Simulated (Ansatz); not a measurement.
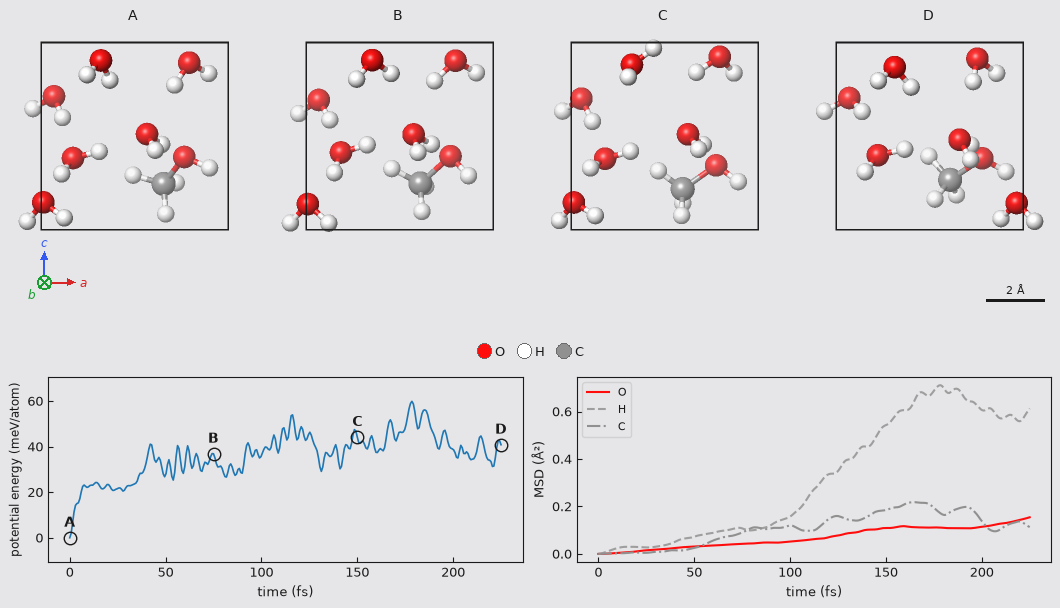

First-principles dynamics of a periodic cell with 6 H2O + 1 CH3OH at 0.856 g/cm³, 225 fs long. Frames (A at 0 fs, B at 75 fs, C at 150 fs, D at 225 fs) and the history of the run. The picture is a ball-and-stick view of the simulation cell, seen along the b axis. Atoms that leave the cell re-enter on the other side.

Level of theory: DFT PBE-D3(BJ), scalar-relativistic, plane waves, PAW in Ansatz. Run with plane-wave cutoff 420 eV; k-point mesh 1 × 1 × 1; Fermi-Dirac smearing 0.02 eV; low-accuracy preset; Langevin thermostat (NVT); set temperature 350 K; time step 0.75 fs; friction 0.02 per fs.

**Describe the run.**

The mean temperature in the second half is 319 K (standard deviation 47 K). The potential energy in the second half lies on average 42.4 meV per atom above the first frame. In the second half of the run the atoms are, in the root-mean-square, this far from where they began (common drift taken out): H 0.74 Å, C 0.40 Å, O 0.33 Å. The heavy atoms stay within a fraction of a molecule's size of their starting places, while the hydrogen atoms travel further, as molecules turn; so short a run doesn't tell a liquid from a solid.

Limits of the set-up: the program's low-accuracy preset was used; the periodic images lie only 6.5 Å apart, so the values are limited by the cell's size.

Cost: 7.3 min on 1 thread of Arm Neoverse V1 (shared host), peak memory 0.35 GiB.
